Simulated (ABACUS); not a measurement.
Single-point calculation of MoSi2 (part 2 of 2)

MoSi2 (I4/mmm, 3 atoms in the cell); Kohn-Sham DFT of a periodic cell, PBEsol, PseudoDojo NC SR 0.4.1 PBEsol standard, no spin polarisation (ABACUS 3.10.1); cutoff 1102.06 eV, 12×12×12 k-mesh, fermi-dirac of 0.05 eV. The structure derives from an entry of the Crystallography Open Database.

Output, continued
```
----------------------------------------------------------
 E_KohnSham     -157.6096897360      -2144.3898404212
 E_Harris       -158.3766388231      -2154.8247180825
 E_Fermi        1.1861433686         16.1383084584
----------------------------------------------------------

 PW ALGORITHM --------------- ION=   1  ELEC=   4--------------------------------

 Density error is 1.82203697807e-05
                          Error Threshold = 3.69292972027e-05
----------------------------------------------------------
     Energy           Rydberg                 eV
----------------------------------------------------------
 E_KohnSham     -157.6113563421      -2144.4125157609
 E_Harris       -157.6009160596      -2144.2704684300
 E_Fermi        1.1758070233         15.9976752651
----------------------------------------------------------

 PW ALGORITHM --------------- ION=   1  ELEC=   5--------------------------------

 Density error is 7.30788561967e-06
                          Error Threshold = 8.28198626396e-08
----------------------------------------------------------
     Energy           Rydberg                 eV
----------------------------------------------------------
 E_KohnSham     -157.6113892419      -2144.4129633858
 E_Harris       -157.5878312281      -2144.0924401648
 E_Fermi        1.1760466333         16.0009353269
----------------------------------------------------------

 PW ALGORITHM --------------- ION=   1  ELEC=   6--------------------------------

 Density error is 2.50684188593e-07
                          Error Threshold = 3.32176619076e-08
----------------------------------------------------------
     Energy           Rydberg                 eV
----------------------------------------------------------
 E_KohnSham     -157.6113906265      -2144.4129822245
 E_Harris       -157.6155528923      -2144.4696127554
 E_Fermi        1.1763904108         16.0056126590
----------------------------------------------------------

 PW ALGORITHM --------------- ION=   1  ELEC=   7--------------------------------

 Density error is 1.58193923384e-08
                          Error Threshold = 1.13947358451e-09
----------------------------------------------------------
     Energy           Rydberg                 eV
----------------------------------------------------------
 E_KohnSham     -157.6113906575      -2144.4129826458
 E_Harris       -157.6125425162      -2144.4286544874
 E_Fermi        1.1763562864         16.0051483734
----------------------------------------------------------

 PW ALGORITHM --------------- ION=   1  ELEC=   8--------------------------------

 Density error is 2.43248256449e-10
                          Error Threshold = 7.19063288108e-11
----------------------------------------------------------
     Energy           Rydberg                 eV
----------------------------------------------------------
 E_KohnSham     -157.6113906620      -2144.4129827079
 E_KS(sigma->0) -157.6113088584      -2144.4118697116
 E_Harris       -157.6112554881      -2144.4111435723
 E_band         -3.3774166821        -45.9521113970
 E_one_elec     -35.0818656500       -477.3132693098
 E_Hartree      30.0028965296        408.2103493071
 E_xc           -27.0316970158       -367.7851060248
 E_Ewald        -125.5005609185      -1707.5227306879
 E_entropy(-TS) -0.0001636074        -0.0022259925
 E_descf        0.0000000000         0.0000000000
 E_exx          0.0000000000         0.0000000000
 E_Fermi        1.1763437881         16.0049783256
----------------------------------------------------------

 charge density convergence is achieved
 final etot is -2144.4129827 eV
 EFERMI = 16.004978326 eV

 STATE ENERGY(eV) AND OCCUPATIONS    NSPIN == 1
 1/41 kpoint (Cartesian) = 0.0000 0.0000 0.0000 (3413 pws)
       1       -44.6609     0.00115741
       2       -18.8508     0.00115741
       3       -18.7483     0.00115741
       4       -18.7483     0.00115741
       5        2.54004     0.00115741
       6        9.64330     0.00115741
       7        12.5372     0.00115741
       8        12.9420     0.00115741
       9        13.3395     0.00115741
      10        13.3395     0.00115741
      11        16.4162    3.10354e-07
      12        19.0781    2.34821e-30
      13        19.6414    3.00498e-35
      14        19.6414    3.00498e-35
      15        20.0504    8.42344e-39

 2/41 kpoint (Cartesian) = 0.026042 0.0000 -0.010601 (3369 pws)
       1       -44.6596     0.00925926
       2       -18.8495     0.00925926
       3       -18.7659     0.00925926
       4       -18.7467     0.00925926
       5        2.66604     0.00925926
       6        9.65003     0.00925926
       7        12.1116     0.00925926
       8        12.9530     0.00925926
       9        13.4239     0.00925926
      10        13.5471     0.00925926
      11        16.0506     0.00265373
      12        18.5929    3.07471e-25
      13        19.0271    5.20832e-29
      14        19.4083    2.54662e-32
      15        19.9839    2.54614e-37

 3/41 kpoint (Cartesian) = 0.052083 0.0000 -0.021202 (3350 pws)
       1       -44.6562     0.00925926
       2       -18.8460     0.00925926
       3       -18.8138     0.00925926
       4       -18.7423     0.00925926
       5        3.03746     0.00925926
       6        9.60390     0.00925926
       7        11.4072     0.00925926
       8        12.9049     0.00925926
       9        13.6628     0.00925926
      10        13.7497     0.00925926
      11        15.3487     0.00925924
      12        17.9220    2.06931e-19
      13        18.3465    4.25326e-23
      14        20.0125    1.43646e-37
      15        20.2542    1.14314e-39

 4/41 kpoint (Cartesian) = 0.078125 0.0000 -0.031803 (3337 pws)
       1       -44.6516     0.00925926
       2       -18.8788     0.00925926
       3       -18.8407     0.00925926
       4       -18.7362     0.00925926
       5        3.63524     0.00925926
       6        9.25835     0.00925926
       7        10.9507     0.00925926
       8        12.6183     0.00925926
       9        13.7831     0.00925926
      10        13.9581     0.00925926
      11        14.7674     0.00925926
      12        17.5522    3.36849e-16
      13        18.2080    6.77804e-22
      14        20.0999    2.50181e-38
      15        20.3256    2.74128e-40

 5/41 kpoint (Cartesian) = 0.10417 0.0000 -0.042403 (3342 pws)
       1       -44.6469     0.00925926
       2       -18.9428     0.00925926
       3       -18.8358     0.00925926
       4       -18.7301     0.00925926
       5        4.42882     0.00925926
       6        8.48255     0.00925926
       7        10.9079     0.00925926
       8        12.1136     0.00925926
       9        13.6578     0.00925926
      10        13.8652     0.00925926
      11        14.8333     0.00925926
      12        17.6541    4.38702e-17
      13        18.6433    1.12254e-25
      14        19.7260    4.42928e-35
      15        20.3971    6.56338e-41

 6/41 kpoint (Cartesian) = 0.13021 0.0000 -0.053004 (3340 pws)
       1       -44.6435     0.00925926
       2       -18.9893     0.00925926
       3       -18.8321     0.00925926
       4       -18.7256     0.00925926
       5        5.37535     0.00925926
       6        7.48894     0.00925926
       7        11.0139     0.00925926
       8        11.6794     0.00925926
       9        13.4628     0.00925926
      10        13.5937     0.00925926
      11        15.2627     0.00925926
      12        18.0293    2.41898e-20
      13        19.2640    4.55817e-31
      14        19.4151    2.22338e-32
      15        20.4133    4.74743e-41

[... levels at 35 further k points ...]

------------------------------------------------------------------------------------------
 TOTAL-FORCE (eV/Angstrom)
------------------------------------------------------------------------------------------
                       Mo1         0.0000000000         0.0000000000         0.0000000000
                       Si1         0.0000000000         0.0000000000        -0.3228233291
                       Si2         0.0000000000         0.0000000000         0.3228233291
------------------------------------------------------------------------------------------

----------------------------------------------------------------
 TOTAL-STRESS (KBAR)
----------------------------------------------------------------
       -22.6641504505         0.0000000000        -0.0000000000
         0.0000000000       -22.6641504505         0.0000000000
        -0.0000000000        -0.0000000000       -35.4049331826
----------------------------------------------------------------
 TOTAL-PRESSURE: -26.911078 KBAR

 --------------------------------------------
 !FINAL_ETOT_IS -2144.4129827078595554 eV
 --------------------------------------------
```

Standard output
```
ABACUS v3.10.1

               Atomic-orbital Based Ab-initio Computation at UStc

%%%%%%%%%%%%%%%%%%%%%%%%%%%%%%%%%%%%%%%%%%%%%%%%%%%%%%%%%%%%%%%%%%%%%%%%%%%%%%%%%%%%%%%%%%%%%%%%%%%%%%%%%
 Warning: the number of valence electrons in pseudopotential > 6 for Mo: [Kr] 4d5 5s1
 Pseudopotentials with additional electrons can yield (more) accurate outcomes, but may be less efficient.
 If you're confident that your chosen pseudopotential is appropriate, you can safely ignore this warning.
%%%%%%%%%%%%%%%%%%%%%%%%%%%%%%%%%%%%%%%%%%%%%%%%%%%%%%%%%%%%%%%%%%%%%%%%%%%%%%%%%%%%%%%%%%%%%%%%%%%%%%%%%

 UNIFORM GRID DIM        : 50 * 50 * 50
 UNIFORM GRID DIM(BIG)   : 50 * 50 * 50
 ---------------------------------------------------------
 Self-consistent calculations for electrons
 ---------------------------------------------------------
 SPIN    KPOINTS         PROCESSORS  THREADS
 1       163             4           4
 ---------------------------------------------------------
 Use plane wave basis
 ---------------------------------------------------------
 ELEMENT NATOM       XC
 Mo      1
 Si      2
 ---------------------------------------------------------
 Initial plane wave basis and FFT box
 ---------------------------------------------------------
 -------------------------------------------
 SELF-CONSISTENT :
 -------------------------------------------
 START CHARGE      : atomic
 ITER       ETOT/eV          EDIFF/eV         DRHO     TIME/s
 DA1     -2.14258434e+03   0.00000000e+00   3.0229e-01   3.20
 DA2     -2.14287771e+03  -2.93370853e-01   6.1227e-01   2.99
 DA3     -2.14438984e+03  -1.51212972e+00   8.1244e-03   2.36
 DA4     -2.14441252e+03  -2.26753397e-02   1.8220e-05   2.44
 DA5     -2.14441296e+03  -4.47624894e-04   7.3079e-06   3.80
 DA6     -2.14441298e+03  -1.88387447e-05   2.5068e-07   2.35
 DA7     -2.14441298e+03  -4.21264831e-07   1.5819e-08   2.47
 DA8     -2.14441298e+03  -6.20621929e-08   2.4325e-10   2.81
----------------------------------------------------------------
 TOTAL-STRESS (KBAR)
----------------------------------------------------------------
       -22.6641504505         0.0000000000        -0.0000000000
         0.0000000000       -22.6641504505         0.0000000000
        -0.0000000000        -0.0000000000       -35.4049331826
----------------------------------------------------------------
 TOTAL-PRESSURE: -26.911078 KBAR
```

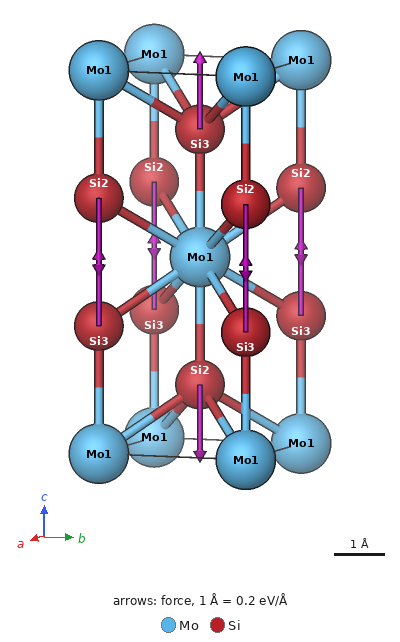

Figure 1. Forces on the atoms as pink arrows (ball-and-stick view of the cell 2 times as large as that of the calculation, set on its symmetry axes, seen slightly off an axis; atoms are numbered from 1 in the order of the input). The largest act on Si2, Si3 (0.32 eV/Å). The geometry is not a stationary point of this energy.

The run was set up as follows.

The input
```
INPUT_PARAMETERS
suffix              Si2Mo
calculation         scf
basis_type          pw
pseudo_dir          ./
symmetry            1
dft_functional      pbesol
ecutwfc             81
pseudo_rcut         7
nspin               1
nbands              15
ks_solver           dav
smearing_method     fd
smearing_sigma      0.00367493
scf_thr             1e-08
scf_nmax            100
mixing_type         broyden
mixing_beta         0.7
cal_force           1
cal_stress          1
kpar                4
```

File STRU
```
ATOMIC_SPECIES
Mo 95.9500 Mo.upf
Si 28.0850 Si.upf

LATTICE_CONSTANT
1.8897261246

LATTICE_VECTORS
-1.6000000000 1.6000000000 3.9305000000
1.6000000000 -1.6000000000 3.9305000000
1.6000000000 1.6000000000 -3.9305000000

ATOMIC_POSITIONS
Direct

Mo
0.0
1
0.0000000000 0.0000000000 0.0000000000 1 1 1

Si
0.0
2
0.6670000000 0.6670000000 0.0000000000 1 1 1
0.3330000000 0.3330000000 0.0000000000 1 1 1
```

File KPT
```
K_POINTS
0
Gamma
12 12 12 0 0 0
```

Command:
```bash
OMP_NUM_THREADS=1 mpirun -np 4 abacus > log
```

Results in brief

- outcome: converged
- space group (tolerance 0.01 Å): I4/mmm (139)
- electrons treated: 22
- free energy: −2144.4130 eV
- Fermi energy: 16.005 eV
- gap on the k-point mesh: none (metallic)
- pressure: −2.69 GPa
- largest force (length of the vector): 0.323 eV/Å
- hardware: 4 threads of AMD EPYC (Zen 5), 32 GiB of memory available, shared host
- wall time: 24 s (CPU time 95 s)
- peak memory: 0.52 GiB
